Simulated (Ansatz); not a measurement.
# Geometry relaxation of Al2Ru (part 1 of 2)

Al2Ru (P6/mmm, 3 atoms in the cell), computed with DFT r2SCAN, scalar-relativistic, plane waves, PAW, no spin polarisation (Ansatz 0.2.0).

The structure was made by swapping elements on the sites of another compound; it need not be a known phase. It belongs to a series of runs on one base structure; here: B -> Al, Fe -> Ru on all its sites, cell and atoms relaxed. Figures and captions count atoms from 1; the log counts them from 0 in places.

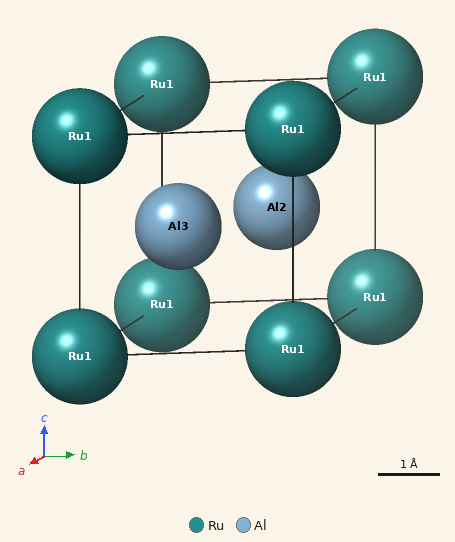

*The structure as given in the input (spheres-only view of the cell of the calculation, seen slightly off an axis; atoms are numbered from 1 in the order of the input). An atom can appear more than once, as a periodic image.*

Summary

| quantity | value |
| --- | --- |
| outcome | converged |
| space group (tolerance 0.01 Å) | P6/mmm (191) |
| electrons treated | 22 |
| free energy | −6972.3416 eV |
| Fermi energy | 13.921 eV |
| gap on the k-point mesh | none (metallic) |
| pressure | 0.23 GPa |
| final volume | 41.99 Å³ |
| largest force (length of the vector) at the end | under 0.001 eV/Å |
| final cell | a = 4.185 Å, b = 4.185 Å, c = 2.768 Å, α = 90.00°, β = 90.00°, γ = 120.00° |
| hardware | 1 thread of AMD EPYC (Zen 5), 16 GiB of memory available, shared host |
| wall time | 12 s |
| peak memory | 0.49 GiB |

The input
```yaml
crystal:
  lattice:
    - [3.5277602899, 0.0, 0.0]
    - [-1.763880145, 3.0551300295, 0.0]
    - [0.0, 0.0, 3.7462278285]
  atoms:
    - { symbol: Ru, position: [0.0, 0.0, 0.0] }
    - { symbol: Al, position: [0.3333333333, 0.6666666667, 0.5] }
    - { symbol: Al, position: [0.6666666667, 0.3333333333, 0.5] }
basis:
  ecutwfc: 500
kpoints:
  mp_grid: { grid: [6, 6, 6] }
hamiltonian:
  xc: r2scan
scf:
  occupations: { method: gaussian, width: 0.1 }
output:
  forces: true
  stress: true
  eigenvalues: true
relax:
  adjacent_minimum: "off"
  f_tol: 0.05
  max_steps: 60
  cell: { stress_tol: 0.5 }
```

Command:
```bash
ansatz run input.yaml --threads 1 --pin off --max-ram 2560MiB --backend cpu --events-out ev --progress --plain --runs-dir out
```

Log
```
Engine: ansatz 0.2.0, x86_64-unknown-linux-gnu
Pseudopotentials: kind: paw
Pseudopotential: Ru, paw, valence charge 16, recommended cutoff 500 eV (meta_gga), Ru.paw.azcp
Pseudopotential: Al, paw, valence charge 3, recommended cutoff 500 eV (meta_gga), Al.paw.azcp
Functional definition: r2SCAN
  parameter k0 = 0.174
  parameter k1 = 0.065
  parameter a1 = 4.9479
  exchange = r2scan_x(k0 = k0, k1 = k1, a1 = a1)
  correlation = r2scan_c
Crystal: 3 atoms, lattice volume = 40.376 Å³
Basis set: ecut = 500 eV, 1057 PW (Γ), exchange–correlation on 108×108×120 points (64 copies of the dense FFT grid, shifted against one another)
Bands: 15, of which v1, the nominal top of the filled ones, is band 11 counted from 1 (10 counted from 0)
Symmetry: 24 space group operations
Space group: P6/mmm (ITA 191), of the structure as read, at distance tolerance 3.4e-5 Å
k-points: 28 of 216
Non-local potential: Ru, projectors of the file, l = 0: 3, l = 1: 2, l = 2: 2, l = 3: 1
Non-local potential: Al, projectors of the file, l = 0: 2, l = 1: 2, l = 2: 1
PAW form: soft (Blöchl's): semilocal exchange-correlation on the pseudo side does not see the compensation charge
PAW frozen core: Ru, regenerated for the run's functional (the file was generated under x = pbe(κ = 0.804, μ = 0.2195149727645171), c = pbe(β = 0.06672455060314922))
PAW frozen core: Al, regenerated for the run's functional (the file was generated under x = pbe(κ = 0.804, μ = 0.2195149727645171), c = pbe(β = 0.06672455060314922))
PAW one-centre angular grid: Ru, 590 points (default); XC on 160 Gauss nodes
PAW one-centre angular grid: Al, 302 points (default); XC on 160 Gauss nodes
Initial density: superposition of atomic densities (neutral atoms: chi_scale 0, normalization atom), corrected by the library's trained network
Initial wavefunctions: pseudopotential atomic-orbital guess
Functional: x = r2scan, c = r2scan; τ floored in thin density (d = 2e-4 eV/Å³)
SCF iter   1: F=—  HF=-6966.784575 eV  |F-HF|=—  |Δ(HF+E_count)|=         —  Δρ=9.26e-3  dr2=2.99e-2  dr2_τ=4.85e-2  ethr=1.77e-3  ⟨swp⟩=5.5  Hψ=2357  notcnv=0
preconditioner: auto → none  [metal: Δε(μ)=0.100 eV  Ē_g=7.023 eV  σ=0.100 eV  W_gap=0.47  n_scr=8 (ndim 8)  ℏωp=21.9 eV  f_vac=0.000  D(μ)=3.16/eV (n_scr^D=28)  sad-step TF]
SCF iter   2: F=—  HF=-6966.823672 eV  |F-HF|=—  |Δ(HF+E_count)|=   3.91e-2  Δρ=5.58e-3  dr2=8.08e-3  dr2_τ=4.55e-4  ethr=1.36e-4  ⟨swp⟩=2.0  Hψ=952  notcnv=0  defer=1
SCF iter   3: F=—  HF=-6966.825683 eV  |F-HF|=—  |Δ(HF+E_count)|=   2.01e-3  Δρ=5.87e-3  dr2=2.29e-2  dr2_τ=1.62e-3  ethr=3.67e-5  ⟨swp⟩=2.0  Hψ=761  notcnv=0  defer=1  recentre
SCF iter   4: F=—  HF=-6966.822429 eV  |F-HF|=—  |Δ(HF+E_count)|=   3.25e-3  Δρ=1.23e-3  dr2=9.39e-4  dr2_τ=6.04e-5  ethr=3.67e-5  ⟨swp⟩=2.5  Hψ=647  notcnv=0  defer=1
SCF iter   5: F=—  HF=-6966.822330 eV  |F-HF|=—  |Δ(HF+E_count)|=   9.97e-5  Δρ=2.31e-4  dr2=1.47e-5  dr2_τ=1.53e-6  ethr=4.27e-6  ⟨swp⟩=2.1  Hψ=551  notcnv=0  defer=1
SCF iter   6: F=—  HF=-6966.822328 eV  |F-HF|=—  |Δ(HF+E_count)|=   1.35e-6  Δρ=6.01e-5  dr2=1.02e-6  dr2_τ=1.00e-7  ethr=6.70e-8  ⟨swp⟩=2.1  Hψ=647  notcnv=0  defer=1
SCF iter   7: F=-6966.822329 eV  HF=-6966.822329 eV  |F-HF|=2.34e-8  |Δ(HF+E_count)|=   4.56e-7  Δρ=1.13e-5  dr2=2.89e-8  dr2_τ=8.78e-10  ethr=4.55e-10  ⟨swp⟩=3.6  Hψ=1821  notcnv=0
SCF 1 converged in 7 iterations: F = -6966.822329 eV  dr2 = 2.89e-8
  greatest PAW one-centre occupation: 0.998 electrons in one spin orbital (limit 2), on the Ru atom at site 0 (counted from 0), in its partial waves of l = 1
relax step   1: F+E_penalty+E_count = -6966.82232864 eV  Δ(F+E_penalty+E_count) = +0.000e0 eV  max|allowed force component| = 2.467e-17 eV/Å  Δτ_max = 0.0000 Å  P = +41.485 GPa  Ω = 40.376 Å³  (7 SCF iters, dr2 threshold 1.00e-7 eV, accepted)
Crystal: 3 atoms, lattice volume = 43.236 Å³
Basis set: ecut = 500 eV, 1117 PW (Γ), exchange–correlation on 108×108×120 points (64 copies of the dense FFT grid, shifted against one another)
Initial density: handed on by an earlier stage of this run
Initial wavefunctions: those handed on with the density
iter 1 solved again at ethr=1.08e-3 eV; its pass at ethr=3.10e-3 eV (dr2=2.39e-1 eV) is discarded
SCF iter   1: F=—  HF=-6968.305845 eV  |F-HF|=—  |Δ(HF+E_count)|=         —  Δρ=1.83e-2  dr2=2.44e-1  dr2_τ=1.70e-1  ethr=1.08e-3  ⟨swp⟩=1.0  Hψ=2921  notcnv=0
preconditioner: auto → none  [metal: Δε(μ)=0.026 eV  Ē_g=6.667 eV  σ=0.100 eV  W_gap=0.15  n_scr=8 (ndim 8)  ℏωp=21.1 eV  f_vac=0.000  D(μ)=3.44/eV (n_scr^D=28)]
SCF iter   2: F=—  HF=-6968.642548 eV  |F-HF|=—  |Δ(HF+E_count)|=   3.37e-1  Δρ=3.27e-2  dr2=7.57e-1  dr2_τ=6.60e-2  ethr=1.08e-3  ⟨swp⟩=2.5  Hψ=854  notcnv=0  recentre
SCF iter   3: F=—  HF=-6968.526618 eV  |F-HF|=—  |Δ(HF+E_count)|=   1.16e-1  Δρ=5.98e-3  dr2=1.59e-2  dr2_τ=3.09e-4  ethr=1.08e-3  ⟨swp⟩=2.3  Hψ=876  notcnv=0  defer=1
SCF iter   4: F=—  HF=-6968.527173 eV  |F-HF|=—  |Δ(HF+E_count)|=   5.55e-4  Δρ=1.96e-3  dr2=2.15e-3  dr2_τ=2.67e-4  ethr=7.25e-5  ⟨swp⟩=2.2  Hψ=656  notcnv=0  defer=1
SCF iter   5: F=—  HF=-6968.526837 eV  |F-HF|=—  |Δ(HF+E_count)|=   3.35e-4  Δρ=1.34e-3  dr2=1.29e-3  dr2_τ=1.64e-5  ethr=9.77e-6  ⟨swp⟩=1.7  Hψ=533  notcnv=0  defer=1
SCF iter   6: F=—  HF=-6968.526526 eV  |F-HF|=—  |Δ(HF+E_count)|=   3.11e-4  Δρ=5.17e-4  dr2=1.59e-4  dr2_τ=2.94e-6  ethr=5.87e-6  ⟨swp⟩=2.0  Hψ=591  notcnv=0  defer=1
SCF iter   7: F=—  HF=-6968.526512 eV  |F-HF|=—  |Δ(HF+E_count)|=   1.41e-5  Δρ=3.17e-4  dr2=5.72e-5  dr2_τ=9.35e-7  ethr=7.25e-7  ⟨swp⟩=1.0  Hψ=420  notcnv=0  defer=1
SCF iter   8: F=—  HF=-6968.526505 eV  |F-HF|=—  |Δ(HF+E_count)|=   6.63e-6  Δρ=4.22e-5  dr2=1.04e-6  dr2_τ=2.59e-8  ethr=2.60e-7  ⟨swp⟩=2.7  Hψ=673  notcnv=0  defer=1
SCF iter   9: F=-6968.526505 eV  HF=-6968.526505 eV  |F-HF|=1.04e-9  |Δ(HF+E_count)|=   3.82e-8  Δρ=3.48e-6  dr2=4.11e-9  dr2_τ=4.58e-10  ethr=1.36e-9  ⟨swp⟩=5.5  Hψ=1977  notcnv=0
SCF 2 converged in 9 iterations: F = -6968.526505 eV  dr2 = 4.11e-9
relax step   2: F+E_penalty+E_count = -6968.52650544 eV  Δ(F+E_penalty+E_count) = -1.704e0 eV  max|allowed force component| = 9.252e-18 eV/Å  Δτ_max = 0.0000 Å  P = +20.835 GPa  Ω = 43.236 Å³  energy of the carried Pulay correction = -8.622e-4 eV  (9 SCF iters, dr2 threshold 3.00e-7 eV, accepted)
Crystal: 3 atoms, lattice volume = 44.253 Å³
Basis set: ecut = 500 eV, 1135 PW (Γ), exchange–correlation on 108×108×120 points (64 copies of the dense FFT grid, shifted against one another)
iter 1 solved again at ethr=3.87e-4 eV; its pass at ethr=3.10e-3 eV (dr2=8.51e-2 eV) is discarded
SCF iter   1: F=—  HF=-6969.633333 eV  |F-HF|=—  |Δ(HF+E_count)|=         —  Δρ=1.46e-2  dr2=8.69e-2  dr2_τ=1.28e-1  ethr=3.87e-4  ⟨swp⟩=1.0  Hψ=2903  notcnv=0
preconditioner: auto → none  [metal: Δε(μ)=0.018 eV  Ē_g=6.651 eV  σ=0.100 eV  W_gap=0.10  n_scr=8 (ndim 8)  ℏωp=20.9 eV  f_vac=0.000  D(μ)=3.18/eV (n_scr^D=26)]
SCF iter   2: F=—  HF=-6969.829263 eV  |F-HF|=—  |Δ(HF+E_count)|=   1.96e-1  Δρ=2.03e-2  dr2=2.33e-1  dr2_τ=1.87e-2  ethr=3.87e-4  ⟨swp⟩=2.0  Hψ=818  notcnv=0  recentre
SCF iter   3: F=—  HF=-6969.799927 eV  |F-HF|=—  |Δ(HF+E_count)|=   2.93e-2  Δρ=9.86e-3  dr2=3.21e-2  dr2_τ=5.07e-4  ethr=3.87e-4  ⟨swp⟩=2.4  Hψ=861  notcnv=0
SCF iter   4: F=—  HF=-6969.798054 eV  |F-HF|=—  |Δ(HF+E_count)|=   1.87e-3  Δρ=4.63e-3  dr2=4.06e-3  dr2_τ=5.50e-4  ethr=1.46e-4  ⟨swp⟩=1.5  Hψ=540  notcnv=0
SCF iter   5: F=—  HF=-6969.799326 eV  |F-HF|=—  |Δ(HF+E_count)|=   1.27e-3  Δρ=1.72e-3  dr2=8.85e-4  dr2_τ=5.48e-5  ethr=1.84e-5  ⟨swp⟩=2.3  Hψ=656  notcnv=0
SCF iter   6: F=—  HF=-6969.799205 eV  |F-HF|=—  |Δ(HF+E_count)|=   1.21e-4  Δρ=1.24e-3  dr2=3.62e-4  dr2_τ=3.50e-5  ethr=4.02e-6  ⟨swp⟩=2.1  Hψ=699  notcnv=0
SCF iter   7: F=—  HF=-6969.799241 eV  |F-HF|=—  |Δ(HF+E_count)|=   3.65e-5  Δρ=7.31e-4  dr2=1.29e-4  dr2_τ=2.71e-6  ethr=1.65e-6  ⟨swp⟩=1.2  Hψ=423  notcnv=0
SCF iter   8: F=—  HF=-6969.799242 eV  |F-HF|=—  |Δ(HF+E_count)|=   1.10e-6  Δρ=7.28e-5  dr2=1.51e-6  dr2_τ=2.41e-7  ethr=5.85e-7  ⟨swp⟩=2.5  Hψ=658  notcnv=0
SCF iter   9: F=-6969.799242 eV  HF=-6969.799242 eV  |F-HF|=2.16e-8  |Δ(HF+E_count)|=   1.23e-8  Δρ=1.62e-5  dr2=9.50e-8  dr2_τ=3.66e-9  ethr=1.36e-9  ⟨swp⟩=3.3  Hψ=1690  notcnv=0
SCF 3 converged in 9 iterations: F = -6969.799242 eV  dr2 = 9.50e-8
  greatest PAW one-centre occupation: 0.999 electrons in one spin orbital (limit 2), on the Ru atom at site 0 (counted from 0), in its partial waves of l = 1
relax step   3: F+E_penalty+E_count = -6969.79924224 eV  Δ(F+E_penalty+E_count) = -1.273e0 eV  max|allowed force component| = 4.780e-17 eV/Å  Δτ_max = 0.0000 Å  P = +9.752 GPa  Ω = 44.253 Å³  energy of the carried Pulay correction = -1.169e-3 eV  (9 SCF iters, dr2 threshold 3.00e-7 eV, accepted)
Crystal: 3 atoms, lattice volume = 44.039 Å³
Basis set: ecut = 500 eV, 1121 PW (Γ), exchange–correlation on 108×108×120 points (64 copies of the dense FFT grid, shifted against one another)
iter 1 solved again at ethr=3.25e-4 eV; its pass at ethr=3.10e-3 eV (dr2=7.15e-2 eV) is discarded
SCF iter   1: F=—  HF=-6970.671680 eV  |F-HF|=—  |Δ(HF+E_count)|=         —  Δρ=2.17e-2  dr2=7.10e-2  dr2_τ=8.46e-2  ethr=3.25e-4  ⟨swp⟩=1.0  Hψ=2948  notcnv=0
preconditioner: auto → none  [metal: Δε(μ)=0.096 eV  Ē_g=6.805 eV  σ=0.100 eV  W_gap=0.44  n_scr=8 (ndim 8)  ℏωp=20.9 eV  f_vac=0.000  D(μ)=1.04/eV (n_scr^D=8)]
SCF iter   2: F=—  HF=-6970.780759 eV  |F-HF|=—  |Δ(HF+E_count)|=   1.09e-1  Δρ=9.53e-3  dr2=1.44e-2  dr2_τ=1.01e-3  ethr=3.23e-4  ⟨swp⟩=2.0  Hψ=812  notcnv=0
SCF iter   3: F=—  HF=-6970.790983 eV  |F-HF|=—  |Δ(HF+E_count)|=   1.02e-2  Δρ=8.26e-3  dr2=4.85e-2  dr2_τ=3.66e-3  ethr=6.54e-5  ⟨swp⟩=2.0  Hψ=802  notcnv=0  recentre
SCF iter   4: F=—  HF=-6970.782926 eV  |F-HF|=—  |Δ(HF+E_count)|=   8.06e-3  Δρ=1.97e-3  dr2=6.16e-4  dr2_τ=6.22e-5  ethr=6.54e-5  ⟨swp⟩=2.6  Hψ=806  notcnv=0
SCF iter   5: F=—  HF=-6970.782976 eV  |F-HF|=—  |Δ(HF+E_count)|=   5.02e-5  Δρ=6.26e-4  dr2=8.96e-5  dr2_τ=7.35e-6  ethr=2.80e-6  ⟨swp⟩=2.2  Hψ=808  notcnv=0
SCF iter   6: F=—  HF=-6970.782983 eV  |F-HF|=—  |Δ(HF+E_count)|=   6.91e-6  Δρ=1.08e-4  dr2=3.32e-6  dr2_τ=3.57e-7  ethr=4.07e-7  ⟨swp⟩=2.6  Hψ=680  notcnv=0
SCF iter   7: F=-6970.782985 eV  HF=-6970.782985 eV  |F-HF|=2.85e-8  |Δ(HF+E_count)|=   2.28e-6  Δρ=9.82e-6  dr2=1.44e-8  dr2_τ=5.78e-9  ethr=1.36e-9  ⟨swp⟩=3.4  Hψ=1888  notcnv=0
SCF 4 converged in 7 iterations: F = -6970.782985 eV  dr2 = 1.44e-8
relax step   4: F+E_penalty+E_count = -6970.78298511 eV  Δ(F+E_penalty+E_count) = -9.837e-1 eV  max|allowed force component| = 1.966e-17 eV/Å  Δτ_max = 0.0000 Å  P = +3.763 GPa  Ω = 44.039 Å³  energy of the carried Pulay correction = -1.127e-3 eV  (7 SCF iters, dr2 threshold 3.00e-7 eV, accepted)
Crystal: 3 atoms, lattice volume = 43.143 Å³
Basis set: ecut = 500 eV, 1097 PW (Γ), exchange–correlation on 108×108×120 points (64 copies of the dense FFT grid, shifted against one another)
iter 1 solved again at ethr=7.11e-5 eV; its pass at ethr=3.10e-3 eV (dr2=1.56e-2 eV) is discarded
SCF iter   1: F=—  HF=-6971.488049 eV  |F-HF|=—  |Δ(HF+E_count)|=         —  Δρ=8.35e-3  dr2=1.62e-2  dr2_τ=1.07e-1  ethr=7.11e-5  ⟨swp⟩=1.1  Hψ=2937  notcnv=0
preconditioner: auto → none  [insulator: Δε(μ)=0.138 eV  Ē_g=7.048 eV  σ=0.100 eV  W_gap=0.58  n_scr=8 (ndim 8)  ℏωp=21.2 eV  f_vac=0.000  D(μ)=0.64/eV (n_scr^D=0)  ε∞_Penn≈10.0]
SCF iter   2: F=—  HF=-6971.587562 eV  |F-HF|=—  |Δ(HF+E_count)|=   9.95e-2  Δρ=6.41e-3  dr2=1.83e-2  dr2_τ=1.45e-3  ethr=7.11e-5  ⟨swp⟩=2.0  Hψ=837  notcnv=0
SCF iter   3: F=—  HF=-6971.586086 eV  |F-HF|=—  |Δ(HF+E_count)|=   1.48e-3  Δρ=4.00e-3  dr2=6.58e-3  dr2_τ=6.45e-4  ethr=7.11e-5  ⟨swp⟩=2.3  Hψ=632  notcnv=0
SCF iter   4: F=—  HF=-6971.585495 eV  |F-HF|=—  |Δ(HF+E_count)|=   5.91e-4  Δρ=1.82e-3  dr2=1.11e-3  dr2_τ=2.25e-5  ethr=2.99e-5  ⟨swp⟩=1.0  Hψ=485  notcnv=0
SCF iter   5: F=—  HF=-6971.585418 eV  |F-HF|=—  |Δ(HF+E_count)|=   7.74e-5  Δρ=4.43e-4  dr2=6.01e-5  dr2_τ=1.21e-6  ethr=5.06e-6  ⟨swp⟩=1.3  Hψ=441  notcnv=0
SCF iter   6: F=—  HF=-6971.585417 eV  |F-HF|=—  |Δ(HF+E_count)|=   9.90e-7  Δρ=6.16e-5  dr2=6.52e-7  dr2_τ=1.81e-8  ethr=2.73e-7  ⟨swp⟩=2.1  Hψ=555  notcnv=0
SCF iter   7: F=-6971.585417 eV  HF=-6971.585417 eV  |F-HF|=3.61e-8  |Δ(HF+E_count)|=   2.02e-7  Δρ=1.22e-5  dr2=6.52e-8  dr2_τ=5.80e-9  ethr=1.36e-9  ⟨swp⟩=5.1  Hψ=1937  notcnv=0
SCF 5 converged in 7 iterations: F = -6971.585417 eV  dr2 = 6.52e-8
relax step   5: F+E_penalty+E_count = -6971.58541705 eV  Δ(F+E_penalty+E_count) = -8.024e-1 eV  max|allowed force component| = 4.009e-17 eV/Å  Δτ_max = 0.0000 Å  P = +1.419 GPa  Ω = 43.143 Å³  energy of the carried Pulay correction = -8.887e-4 eV  (7 SCF iters, dr2 threshold 3.00e-7 eV, accepted)
Crystal: 3 atoms, lattice volume = 41.915 Å³
Basis set: ecut = 500 eV, 1073 PW (Γ), exchange–correlation on 108×108×120 points (64 copies of the dense FFT grid, shifted against one another)
iter 1 solved again at ethr=6.25e-5 eV; its pass at ethr=3.10e-3 eV (dr2=1.37e-2 eV) is discarded
SCF iter   1: F=—  HF=-6972.030879 eV  |F-HF|=—  |Δ(HF+E_count)|=         —  Δρ=7.13e-3  dr2=1.44e-2  dr2_τ=1.20e-1  ethr=6.25e-5  ⟨swp⟩=1.6  Hψ=2886  notcnv=0
preconditioner: auto → none  [insulator: Δε(μ)=0.205 eV  Ē_g=7.266 eV  σ=0.100 eV  W_gap=0.82  n_scr=8 (ndim 8)  ℏωp=21.5 eV  f_vac=0.000  D(μ)=1.11/eV (n_scr^D=8)  ε∞_Penn≈9.7]
SCF iter   2: F=—  HF=-6972.123348 eV  |F-HF|=—  |Δ(HF+E_count)|=   9.25e-2  Δρ=3.57e-3  dr2=4.49e-3  dr2_τ=3.21e-4  ethr=6.25e-5  ⟨swp⟩=2.0  Hψ=830  notcnv=0
SCF iter   3: F=—  HF=-6972.124256 eV  |F-HF|=—  |Δ(HF+E_count)|=   9.08e-4  Δρ=3.57e-3  dr2=8.20e-3  dr2_τ=7.60e-4  ethr=2.04e-5  ⟨swp⟩=2.8  Hψ=728  notcnv=0
SCF iter   4: F=—  HF=-6972.122877 eV  |F-HF|=—  |Δ(HF+E_count)|=   1.38e-3  Δρ=8.09e-4  dr2=1.00e-4  dr2_τ=9.33e-6  ethr=2.04e-5  ⟨swp⟩=2.1  Hψ=572  notcnv=0
SCF iter   5: F=—  HF=-6972.122901 eV  |F-HF|=—  |Δ(HF+E_count)|=   2.48e-5  Δρ=1.00e-4  dr2=2.58e-6  dr2_τ=4.36e-7  ethr=4.56e-7  ⟨swp⟩=2.2  Hψ=667  notcnv=0
SCF iter   6: F=—  HF=-6972.122903 eV  |F-HF|=—  |Δ(HF+E_count)|=   1.36e-6  Δρ=3.93e-5  dr2=3.60e-7  dr2_τ=4.38e-8  ethr=1.36e-9  ⟨swp⟩=5.4  Hψ=1956  notcnv=0
SCF iter   7: F=-6972.122903 eV  HF=-6972.122903 eV  |F-HF|=1.15e-8  |Δ(HF+E_count)|=   2.00e-7  Δρ=9.98e-6  dr2=1.76e-8  dr2_τ=2.81e-9  ethr=1.36e-9  ⟨swp⟩=4.5  Hψ=1655  notcnv=0
SCF 6 converged in 7 iterations: F = -6972.122903 eV  dr2 = 1.76e-8
relax step   6: F+E_penalty+E_count = -6972.12290303 eV  Δ(F+E_penalty+E_count) = -5.375e-1 eV  max|allowed force component| = 9.252e-18 eV/Å  Δτ_max = 0.0000 Å  P = +2.300 GPa  Ω = 41.915 Å³  energy of the carried Pulay correction = -5.459e-4 eV  (7 SCF iters, dr2 threshold 3.00e-7 eV, accepted)
Crystal: 3 atoms, lattice volume = 40.642 Å³
Basis set: ecut = 500 eV, 999 PW (Γ), exchange–correlation on 108×108×120 points (64 copies of the dense FFT grid, shifted against one another)
iter 1 solved again at ethr=6.71e-5 eV; its pass at ethr=3.10e-3 eV (dr2=1.48e-2 eV) is discarded
```
